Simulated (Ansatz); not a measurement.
## Electronic structure of Ga₁₈N₁₉ (cell charge −2, with a compensating background) (cell with a defect) in real space

Input

```
crystal:
  lattice:
    - [-4.827556226, -2.7871908866, 5.2431684262]
    - [4.827556226, -2.7871908866, 5.2431684262]
    - [-1.0e-10, 5.5743817732, 5.2431684262]
  atoms:
    - { symbol: Ga, position: [0.6087308717, 0.6022825007, 0.2735239333] }
    - { symbol: Ga, position: [0.6080141392, 0.2736874111, 0.6067585656] }
    - { symbol: Ga, position: [0.2798372038, 0.931084643, 0.2713174946], spin: 0.1 }
    - { symbol: Ga, position: [0.9543960441, 0.2638023275, 0.3057087977], spin: 0.1 }
    - { symbol: Ga, position: [0.2747763286, 0.6022813565, 0.6074826427] }
    - { symbol: Ga, position: [0.6093637957, 0.940092779, 0.9423907984] }
    - { symbol: Ga, position: [0.3128792517, 0.2631459026, 0.9480016033], spin: 0.1 }
    - { symbol: Ga, position: [0.9436483843, 0.9400950655, 0.6081033488] }
    - { symbol: Ga, position: [0.9311292599, 0.6305017671, 0.9298570294] }
    - { symbol: Ga, position: [0.887847427, 0.5515055044, 0.5597159763] }
    - { symbol: Ga, position: [0.875443552, 0.2175241985, 0.8743285868], spin: 0.1 }
    - { symbol: Ga, position: [0.5544000911, 0.8800622132, 0.5531463018] }
    - { symbol: Ga, position: [0.2248796369, 0.2125726598, 0.566956536] }
    - { symbol: Ga, position: [0.5609759887, 0.5515057098, 0.8865931791] }
    - { symbol: Ga, position: [0.88869178, 0.878783145, 0.2218411984], spin: 0.1 }
    - { symbol: Ga, position: [0.5682041524, 0.2125678991, 0.2236287117] }
    - { symbol: Ga, position: [0.2230337418, 0.8802409036, 0.8875886345], spin: 0.1 }
    - { symbol: Ga, position: [0.209472203, 0.5266173271, 0.2082196545] }
    - { symbol: "N", position: [0.7357569204, 0.7282800463, 0.4006157192] }
    - { symbol: "N", position: [0.7275034663, 0.4011644034, 0.72624764] }
    - { symbol: "N", position: [0.4035562023, 0.0641904581, 0.402304327] }
    - { symbol: "N", position: [0.0727901015, 0.3950442646, 0.4278642872] }
    - { symbol: "N", position: [0.401872739, 0.7282798373, 0.7345052516] }
    - { symbol: "N", position: [0.7381773352, 0.0585421174, 0.0681038916] }
    - { symbol: "N", position: [0.4291207976, 0.3950527254, 0.0715378517] }
    - { symbol: "N", position: [0.0693559822, 0.0585365037, 0.7369196106] }
    - { symbol: "N", position: [0.0670894425, 0.7319867731, 0.065831605] }
    - { symbol: "N", position: [0.6894667401, 0.3390909681, 0.347914329] }
    - { symbol: "N", position: [0.6793679363, 0.009707352, 0.678111527] }
    - { symbol: "N", position: [0.3452405681, 0.6659409253, 0.3439895777] }
    - { symbol: "N", position: [0.0153369825, -0.0018175007, 0.3512056875], spin: 0.1 }
    - { symbol: "N", position: [0.3491754043, 0.3390884138, 0.6882168068] }
    - { symbol: "N", position: [0.6724063848, 0.6861069135, 0.0123253696] }
    - { symbol: "N", position: [0.3479315733, -0.0075828914, 0.0138345039], spin: 0.1 }
    - { symbol: "N", position: [0.0135784532, 0.6861133583, 0.6711319132] }
    - { symbol: "N", position: [-0.0384155381, 0.3844304818, -0.0383344645], spin: 0.1 }
    - { symbol: "N", position: [0.0874725694, 0.3411498534, 0.0877616798], spin: 0.1 }
  host:
    lattice:
      - [3.2183708173, 0.0, 0.0]
      - [-1.6091854087, 2.7871908866, 0.0]
      - [0.0, 0.0, 5.2431684262]
    atoms:
      - { symbol: Ga, position: [0.6666666667, 0.3333333333, 0.4991348648] }
      - { symbol: Ga, position: [0.3333333333, 0.6666666667, 0.9991348648] }
      - { symbol: "N", position: [0.6666666667, 0.3333333333, 0.8758651352] }
      - { symbol: "N", position: [0.3333333333, 0.6666666667, 0.3758651352] }
total_charge: -2
basis:
  ecutwfc: 420
  xc_grid: 2
kpoints:
  mp_grid: { grid: [2, 2, 2], shift: [0.5, 0.5, 0.5] }
hamiltonian:
  xc: pbe
scf:
  occupations: { method: gaussian, width: 0.01 }
output:
  forces: true
  stress: false
  eigenvalues: true
  populations: true
  charged_corrections:
    defect_position: [0.06944444, 0.06944444, 0.06944444]
    epsilon: [[10.4928, 0.0, 0.0], [0.0, 10.4928, 0.0], [0.0, 0.0, 11.6882]]
  write_density: true
  write_potential: true
  elf: true
  volumetric_format: npy
magnetization:
  spin_polarized: true
relax:
  adjacent_minimum: "off"
  f_tol: 0.025
  max_steps: 45
```

Run with:

```sh
ansatz run input.yaml --threads 4 --pin off --max-ram 10240MiB --backend cpu --events-out ev --progress --plain --runs-dir out
```

The fields are those of the run's last geometry, not of the input's.

The program warned that a starting moment wasn't kept; spin-polarised, but the moments vanished.

The calculation used Ansatz, DFT PBE, scalar-relativistic, plane waves, PAW.

Core electrons are frozen (PAW), and the valence fields are smoothed inside the atomic spheres.

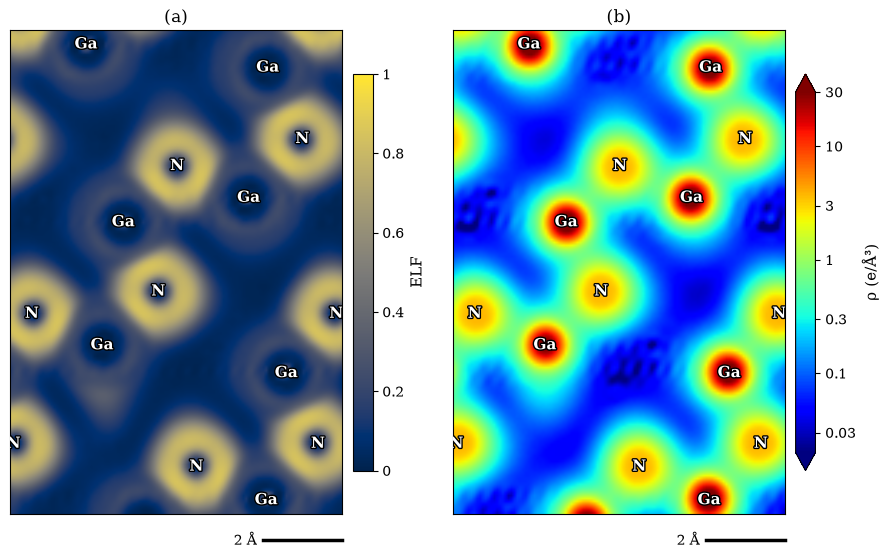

Figure 1. (a) electron localisation function; (b) valence electron density on the (011̄) plane of the calculation cell.

### Read the bonding off the picture.

- The plane passes through Ga and N nuclei.
- Ga–N (1.92 Å): ρ at the midpoint is about 0.78 e/Å³; the ELF peaks at about 0.85 in the valence shell of N, 0.6 Å from its nucleus, and is about 0.50 at the midpoint.
- Ga–N (2.00 Å): the density is about 0.67 e/Å³ at the midpoint; the ELF peaks at about 0.85 in the valence shell of N, 0.7 Å from its nucleus, and is about 0.45 at the midpoint.
- Between the atoms the lowest density in this plane is 0.01 e/Å³.

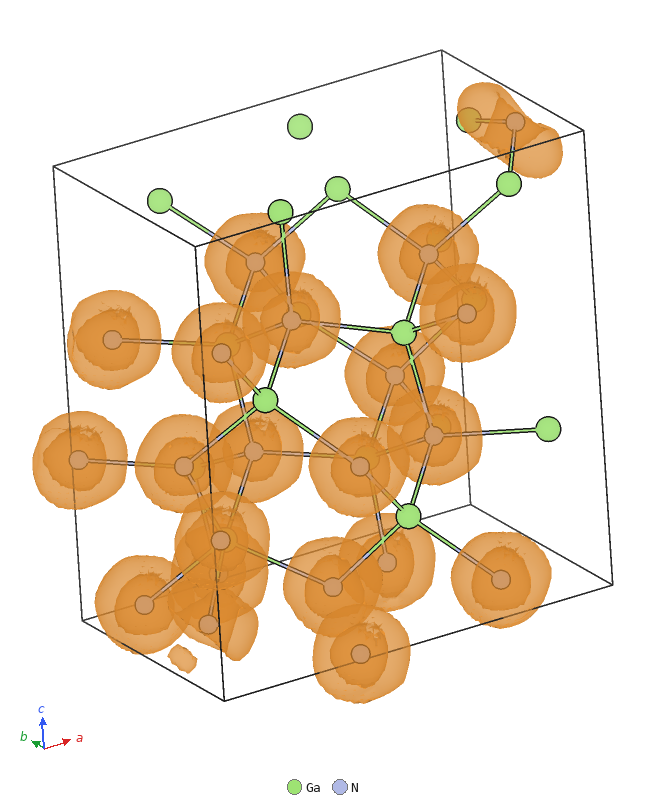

Figure 2. Isosurface of the ELF at 0.75 (orange), seen slightly off an axis. Only the valence region is drawn (cores and ρ < 0.01 e/Å³ removed). Sticks mark near contacts.

### Identify the bonds, lone pairs and shells in this picture.

The ELF exceeds this value in one region between bonded N–N atoms and 19 regions wrapped around N (the valence shell of each), counted in one cell of 37 atoms. Regions shared between cells count once. Along the contacts the grid gives the following. N–N (1.45 Å): the ELF peaks at about 0.85 between the atoms. Ga–N (1.83 Å): the ELF peaks at about 0.85 in the valence shell of N, 0.6 Å from its nucleus, and is about 0.50 at the midpoint.

### Metal or insulator at this level of theory?

It is gapless in this calculation (a metal or semimetal).
